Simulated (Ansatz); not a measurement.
**From HfN to HfC**

System: HfN (Fm-3m, 2 atoms in the cell).
Method of run 1: DFT r2SCAN, scalar-relativistic, plane waves, PAW, no spin polarisation (Ansatz 0.2.0).
System of run 2: HfC (2 atoms in the cell).

On run 1: The structure derives from a Materials Project entry. On run 2: The structure was made by swapping elements on the sites of another compound; it need not be a known phase. It belongs to a series of runs on one base structure; here: N -> C on all its sites, cell and atoms relaxed. Text and figures count atoms from 1; the logs count them from 0 in places.

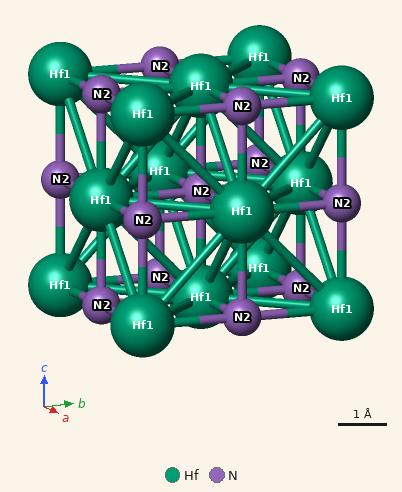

Figure 1. The structure as given in the input (ball-and-stick view of the cell 4 times as large as that of the calculation, set on its symmetry axes, seen slightly off an axis; atoms are numbered from 1 in the order of the input). Near neighbours in the crystal (not all of them lie inside the picture): Hf has 12 Hf at 3.19 Å and 6 N at 2.26 Å; N has 6 Hf at 2.26 Å.

**Input, run 1**
```yaml
crystal:
  lattice:
    - [0.0, 2.2558601243, 2.2558601243]
    - [2.2558601243, 0.0, 2.2558601243]
    - [2.2558601243, 2.2558601243, 0.0]
  atoms:
    - { symbol: Hf, position: [0.0, 0.0, 0.0] }
    - { symbol: "N", position: [0.5, 0.5, 0.5] }
basis:
  ecutwfc: 500
kpoints:
  mp_grid: { grid: [8, 8, 8] }
hamiltonian:
  xc: r2scan
scf:
  occupations: { method: gaussian, width: 0.1 }
output:
  forces: true
  stress: true
  eigenvalues: true
```

Launched with:
```bash
ansatz run input.yaml --threads 1 --pin off --max-ram 2560MiB --backend cpu --events-out ev --progress --plain --runs-dir out
```

Hardware: 1 thread of Oxide Virtual Turin-like (Zen 5), 32 GiB of memory available, shared host.

**Output, shortened to warnings, some set-up lines, iterations and results (run 1)**
```
Basis set: ecut = 500 eV, 561 PW (Γ), exchange–correlation on 96×96×96 points (64 copies of the dense FFT grid, shifted against one another)
Symmetry: 48 space group operations
k-points: 29 of 512
Initial density: superposition of atomic densities (neutral atoms: chi_scale 0, normalization atom), corrected by the library's trained network
[...]
SCF iter   1: F=—  HF=-16121.563908 eV  |F-HF|=—  |Δ(HF+E_count)|=         —  Δρ=1.20e-2  dr2=2.97e-2  dr2_τ=1.43e-1  ethr=1.77e-3  ⟨swp⟩=4.4  Hψ=2300  notcnv=0
SCF iter   2: F=—  HF=-16121.619500 eV  |F-HF|=—  |Δ(HF+E_count)|=   5.56e-2  Δρ=7.75e-3  dr2=1.56e-2  dr2_τ=8.37e-4  ethr=9.58e-5  ⟨swp⟩=2.0  Hψ=1380  notcnv=0  defer=11
SCF iter   3: F=—  HF=-16121.617514 eV  |F-HF|=—  |Δ(HF+E_count)|=   1.99e-3  Δρ=4.84e-3  dr2=4.19e-3  dr2_τ=3.48e-4  ethr=5.03e-5  ⟨swp⟩=2.4  Hψ=895  notcnv=0  defer=11
SCF iter   4: F=—  HF=-16121.617677 eV  |F-HF|=—  |Δ(HF+E_count)|=   1.63e-4  Δρ=2.25e-3  dr2=1.19e-3  dr2_τ=4.27e-5  ethr=1.35e-5  ⟨swp⟩=1.0  Hψ=684  notcnv=0  defer=11
SCF iter   5: F=—  HF=-16121.617659 eV  |F-HF|=—  |Δ(HF+E_count)|=   1.84e-5  Δρ=4.64e-4  dr2=4.29e-5  dr2_τ=2.06e-6  ethr=3.83e-6  ⟨swp⟩=2.0  Hψ=807  notcnv=0  defer=11
SCF iter   6: F=—  HF=-16121.617675 eV  |F-HF|=—  |Δ(HF+E_count)|=   1.68e-5  Δρ=1.36e-4  dr2=5.25e-6  dr2_τ=9.18e-8  ethr=1.39e-7  ⟨swp⟩=2.0  Hψ=903  notcnv=0  defer=11
SCF iter   7: F=—  HF=-16121.617677 eV  |F-HF|=—  |Δ(HF+E_count)|=   1.25e-6  Δρ=4.52e-5  dr2=5.08e-7  dr2_τ=4.93e-8  ethr=1.69e-8  ⟨swp⟩=2.0  Hψ=907  notcnv=0  defer=11
SCF iter   8: F=-16121.617677 eV  HF=-16121.617677 eV  |F-HF|=5.53e-10  |Δ(HF+E_count)|=   1.82e-8  Δρ=7.16e-6  dr2=7.08e-9  dr2_τ=1.91e-9  ethr=3.23e-10  ⟨swp⟩=6.3  Hψ=2596  …
SCF 1 converged in 8 iterations: F = -16121.617677 eV  dr2 = 7.08e-9
SCF converged after 8 iterations
Free energy (F): -16121.617677 eV
Harris-Foulkes:  -16121.617677 eV  (|F-HF|=5.53e-10)
Internal energy: -16121.613917 eV  (E = F + TS)
E sigma→0 (E₀):  -16121.615797 eV
Entropy (-TS):   -0.003760 eV (-1.880 meV/atom)
Fermi energy:    24.146008 eV
--- Per-component energies (eV) ---
  E_band       = 166.331947
  E_kinetic    = 558.712177
  E_local      = -4710.909469  (includes V_loc(G=0)·N_el)
  E_nonlocal   = -1203.159955
  E_hartree    = 2240.507974
  E_xc         = -344.993432
  E_vxc        = -380.453557  (∫ρ·V_xc dr)
  E_paw        = -7081.026575  (= ΣΔE_a)
  E_vpaw       = 1401.915130  (= ΣTr[D̂ρ^β])
  E_aug_tail   = 0.000017  (compensation charges beyond the density's cutoff)
  E_vtau       = 19.212833  (kinetic-family band-sum trace: ∫τ·v_τ [+ j·A + Jᵃ·Aᵃ] dr)
  E_ewald      = -5581.036610
  E_core_change = 0.291957  (= ΣΔE_core)
  E_smearing   = -0.003760  (= −TS)
  E_closure    = -0.000000  (closes the sum)
  Σ components = -16121.617677   (vs F -16121.617677, Δ=0.00e0)
--- Forces (eV/Å), atoms counted from 1 ---
  atom   1  Hf    -0.00000000     0.00000000     0.00000000
  atom   2  N      0.00000000    -0.00000000    -0.00000000
  max |Σ_I F_I| component: 7.23e-30 eV/Å
--- Stress (GPa, compression-positive) ---
        2.857154       0.000000      -0.000000
        0.000000       2.857154      -0.000000
       -0.000000      -0.000000       2.857154
  P = ⅓ Tr σ = 2.8572 GPa (28.572 kbar)
```

The input of run 2 differs as follows (lines with − go, lines with + come):
```diff
-    - [0.0, 2.2558601243, 2.2558601243]
-    - [2.2558601243, 0.0, 2.2558601243]
-    - [2.2558601243, 2.2558601243, 0.0]
+    - [0.0, 2.2932637843, 2.2932637843]
+    - [2.2932637843, 0.0, 2.2932637843]
+    - [2.2932637843, 2.2932637843, 0.0]
-    - { symbol: "N", position: [0.5, 0.5, 0.5] }
+    - { symbol: C, position: [0.5, 0.5, 0.5] }
-  mp_grid: { grid: [8, 8, 8] }
+  mp_grid: { grid: [6, 6, 6] }
```

What does this change do to the results?

The total energies belong to different systems, so their difference says nothing on which is more stable or more accurate. The pressure goes from 2.86 to 9.25 GPa. The volume per atom goes from 11.48 to 12.06 Å³. The number of SCF iterations is the same. The irreducible k-points go from 29 to 16. The plane waves at Γ go from 561 to 609.

**Output, shortened to warnings, some set-up lines, iterations and results (run 2)**
```
Basis set: ecut = 500 eV, 609 PW (Γ), exchange–correlation on 96×96×96 points (64 copies of the dense FFT grid, shifted against one another)
Symmetry: 48 space group operations
k-points: 16 of 216
Initial density: superposition of atomic densities (neutral atoms: chi_scale 0, normalization atom), corrected by the library's trained network
[...]
SCF iter   1: F=—  HF=-15986.829461 eV  |F-HF|=—  |Δ(HF+E_count)|=         —  Δρ=9.80e-3  dr2=1.60e-2  dr2_τ=1.48e-1  ethr=1.77e-3  ⟨swp⟩=4.5  Hψ=1212  notcnv=0
SCF iter   2: F=—  HF=-15986.866358 eV  |F-HF|=—  |Δ(HF+E_count)|=   3.69e-2  Δρ=4.81e-3  dr2=4.71e-3  dr2_τ=9.21e-4  ethr=5.35e-5  ⟨swp⟩=2.0  Hψ=735  notcnv=0
SCF iter   3: F=—  HF=-15986.865579 eV  |F-HF|=—  |Δ(HF+E_count)|=   7.79e-4  Δρ=3.03e-3  dr2=9.82e-4  dr2_τ=2.14e-4  ethr=1.57e-5  ⟨swp⟩=2.0  Hψ=542  notcnv=0
SCF iter   4: F=—  HF=-15986.865806 eV  |F-HF|=—  |Δ(HF+E_count)|=   2.27e-4  Δρ=1.23e-3  dr2=2.70e-4  dr2_τ=3.44e-5  ethr=3.27e-6  ⟨swp⟩=2.4  Hψ=514  notcnv=0
SCF iter   5: F=—  HF=-15986.865863 eV  |F-HF|=—  |Δ(HF+E_count)|=   5.68e-5  Δρ=1.59e-4  dr2=5.71e-6  dr2_τ=6.00e-7  ethr=8.99e-7  ⟨swp⟩=2.0  Hψ=429  notcnv=0
SCF iter   6: F=—  HF=-15986.865861 eV  |F-HF|=—  |Δ(HF+E_count)|=   1.13e-6  Δρ=1.06e-4  dr2=3.57e-6  dr2_τ=2.04e-7  ethr=1.90e-8  ⟨swp⟩=2.0  Hψ=464  notcnv=0
SCF iter   7: F=—  HF=-15986.865861 eV  |F-HF|=—  |Δ(HF+E_count)|=   7.58e-8  Δρ=6.43e-5  dr2=1.33e-6  dr2_τ=1.42e-8  ethr=1.19e-8  ⟨swp⟩=1.7  Hψ=317  notcnv=0
SCF iter   8: F=-15986.865861 eV  HF=-15986.865861 eV  |F-HF|=4.55e-8  |Δ(HF+E_count)|=   9.61e-8  Δρ=1.68e-5  dr2=9.17e-8  dr2_τ=1.26e-9  ethr=3.33e-10  ⟨swp⟩=3.6  Hψ=1241  …
SCF 1 converged in 8 iterations: F = -15986.865861 eV  dr2 = 9.17e-8
SCF converged after 8 iterations
Free energy (F): -15986.865861 eV
Harris-Foulkes:  -15986.865861 eV  (|F-HF|=4.55e-8)
Internal energy: -15986.863248 eV  (E = F + TS)
E sigma→0 (E₀):  -15986.864555 eV
Entropy (-TS):   -0.002613 eV (-1.306 meV/atom)
Fermi energy:    20.849083 eV
--- Per-component energies (eV) ---
  E_band       = 124.313899
  E_kinetic    = 515.427442
  E_local      = -4878.048496  (includes V_loc(G=0)·N_el)
  E_nonlocal   = -1221.084346
  E_hartree    = 2319.357339
  E_xc         = -332.858429
  E_vxc        = -361.227666  (∫ρ·V_xc dr)
  E_paw        = -7053.672886  (= ΣΔE_a)
  E_vpaw       = 1412.838364  (= ΣTr[D̂ρ^β])
  E_aug_tail   = 0.000003  (compensation charges beyond the density's cutoff)
  E_vtau       = 17.689966  (kinetic-family band-sum trace: ∫τ·v_τ [+ j·A + Jᵃ·Aᵃ] dr)
  E_ewald      = -5336.280622
  E_core_change = 0.296748  (= ΣΔE_core)
  E_smearing   = -0.002613  (= −TS)
  E_closure    = -0.000000  (closes the sum)
  Σ components = -15986.865861   (vs F -15986.865861, Δ=0.00e0)
--- Forces (eV/Å), atoms counted from 1 ---
  atom   1  Hf    -0.00000000     0.00000000    -0.00000000
  atom   2  C      0.00000000    -0.00000000    -0.00000000
  max |Σ_I F_I| component: 2.89e-30 eV/Å
--- Stress (GPa, compression-positive) ---
        9.249637       0.000000       0.000000
        0.000000       9.249637      -0.000000
       -0.000000       0.000000       9.249637
  P = ⅓ Tr σ = 9.2496 GPa (92.496 kbar)
```

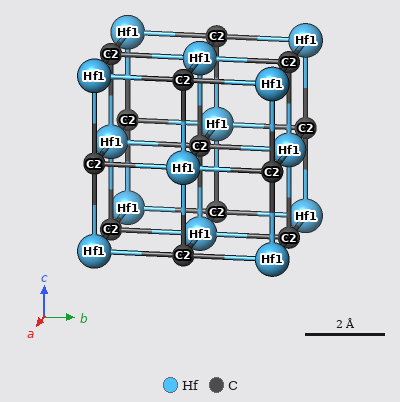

Figure 2. The input structure of run 2 (ball-and-stick view of the cell 4 times as large as that of the calculation, set on its symmetry axes, seen slightly off an axis; atoms are numbered from 1 in the order of the input).

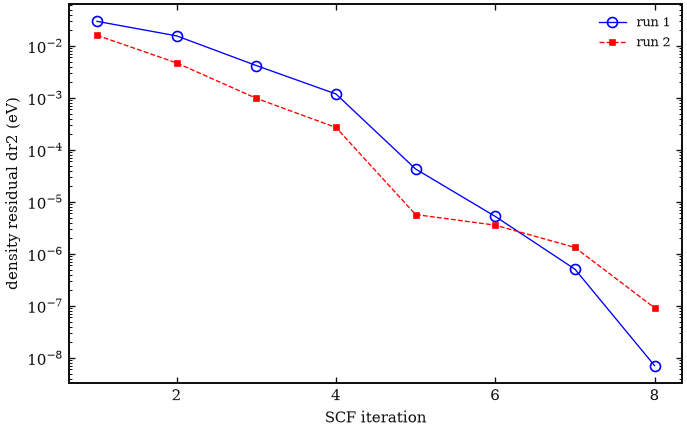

Figure 3. Convergence of the two runs: density residual dr2 against the SCF iteration. Run 1 takes 8 iterations in all, and run 2 takes 8.

**The two runs side by side**

| quantity | run 1 | run 2 |
| --- | --- | --- |
| outcome | converged | converged |
| free energy per atom (eV) | −8060.8088 | −7993.4329 |
| energy per atom, smearing taken to zero (eV) | −8060.8079 | −7993.4323 |
| gap on the mesh (eV) | 0.00 | 0.00 |
| pressure (GPa) | 2.86 | 9.25 |
| volume per atom (Å³) | 11.48 | 12.06 |
| largest force (eV/Å) | 0.000 | 0.000 |
| SCF iterations | 8 | 8 |
| irreducible k-points | 29 | 16 |
| plane waves at Γ | 561 | 609 |
| wall time (shared host) | 3.1 s | 1.5 s |

For both runs: Spin–orbit coupling is left out, which matters for Hf. For run 1: The cell holds an odd number of electrons but the run has no spin polarisation, so it comes out as a metal. For run 2: The cell is under a pressure of 9.2 GPa at this level, so it is not at its equilibrium volume.
